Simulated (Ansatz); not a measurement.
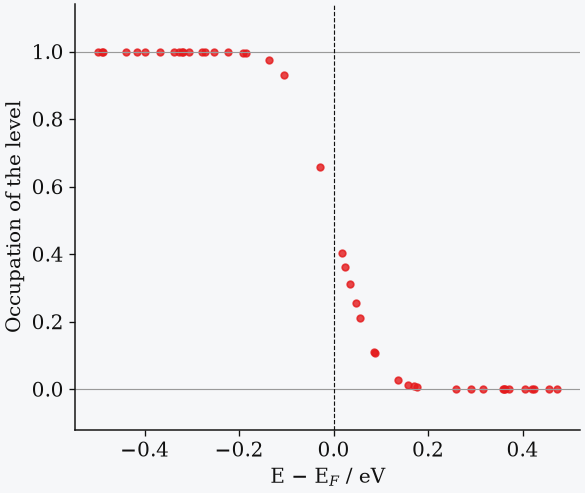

Occupations of the one-electron levels of the k mesh against their energy, from a run on Be, space group P2_12_12 (No. 18), 4 atoms in the cell, with Ansatz.

Which smearing scheme was used (Fermi-Dirac, Gaussian, Methfessel-Paxton or cold), and about what width?

Gaussian smearing with a width of 0.1 eV. The occupations stay between 0 and 1 and die off fast, as an error function; the slope at the Fermi level is 1/(√π × width).
